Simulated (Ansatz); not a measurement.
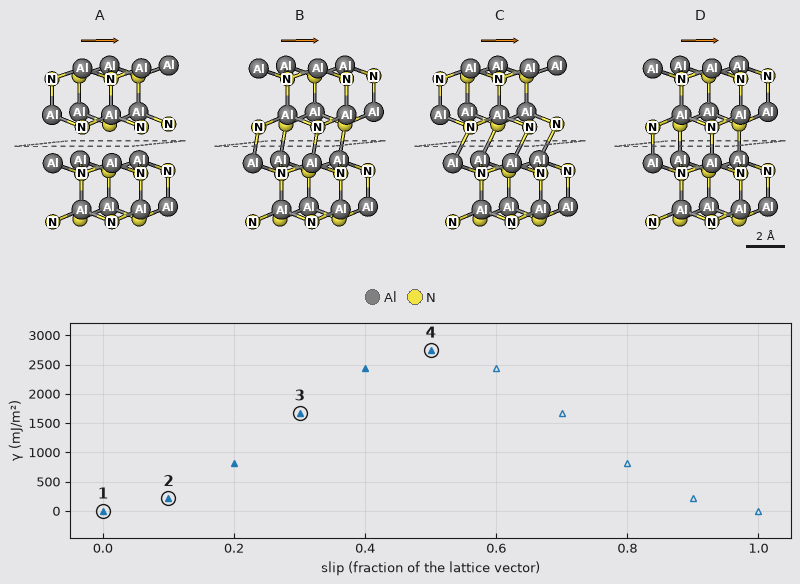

A scan of crystalline AlN (P6_3mc): the crystal above a cut along the (0 0 1) plane of the conventional cell (between a plane of Al below and one of N above, 1.91 Å apart) is slid rigidly by fractions of an in-plane lattice vector 3.13 Å long (a generalised stacking fault). One cut stands in each cell, which starts 10.0 Å high; nothing is relaxed, and the dashed outline marks the cut, the arrow on top the direction of slip. The frames are shuffled; the numbered points of the plot belong to them. Hollow markers are points alike by symmetry, not computed again. The picture is a ball-and-stick view of the layers on both sides of the cut, seen from the side, nearly along the cut plane.

Method: DFT PBE, scalar-relativistic, plane waves, PAW in Ansatz 0.2.0. (plane-wave cutoff 420 eV; k-point mesh 8 × 8 × 3; occupations gaussian; smearing width 0.05 eV; no spin polarisation). Energies (free energies at the smearing named) are counted from the relaxed crystal.

Question: Which frame belongs to which numbered point?

Answer: Point 1 is frame D (the slip 0.00, 0 mJ/m²); 2 is frame B (the slip 0.10, 214 mJ/m²); 3 is frame C (the slip 0.30, 1674 mJ/m²); 4 is frame A (the slip 0.50, 2747 mJ/m²). The curve starts and ends at zero, since a full lattice vector restores the crystal. Its highest computed point is 2747 mJ/m² at slip 0.50, which the unstable stacking-fault energy of this rigid path equals or slightly exceeds. No local minimum shows among the points, so there is no metastable fault on this line. The path is symmetric about half-way. Relaxation across the fault would lower the values.
